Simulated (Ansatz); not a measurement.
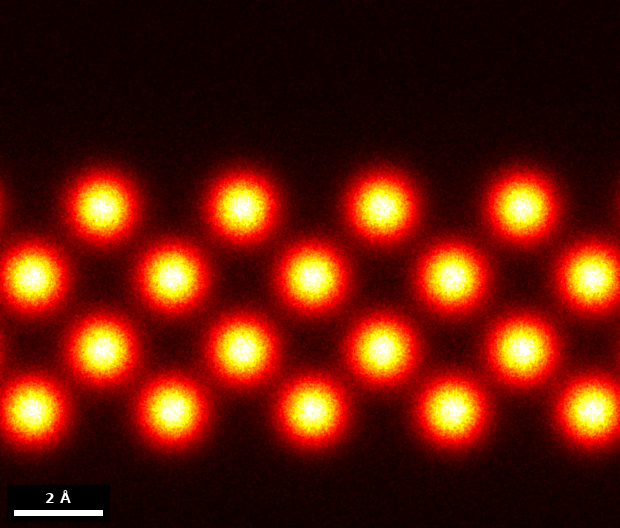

Cross-section of a slab of composition Mo, seen along a direction in its plane, the normal pointing up. The image is simulated as a sum over atoms of Z^1.6, blurred by a 1.10 Å probe (no channelling). The probe carries 15 % of its weight in a tail 2.5 times as wide. Shot noise was added. Structure used: the geometry relaxed in a fixed cell with DFT PBE, scalar-relativistic, plane waves, PAW (Ansatz).

Question: How many atomic planes does the slab have, and what do they hold from top to bottom?

Answer: 4 planes (atoms within 0.35 Å in height count as one plane):

| plane | content | depth below the top plane (Å) |
| --- | --- | --- |
| 1 | Mo | 0.0 |
| 2 | Mo | 1.6 |
| 3 | Mo | 3.2 |
| 4 | Mo | 4.6 |

Question: How thick is it, and how does it end on either side?

Answer: The outermost planes are 4.6 Å apart. The upper face ends in Mo and the lower in Mo, so the sequence of planes is the same from both sides.
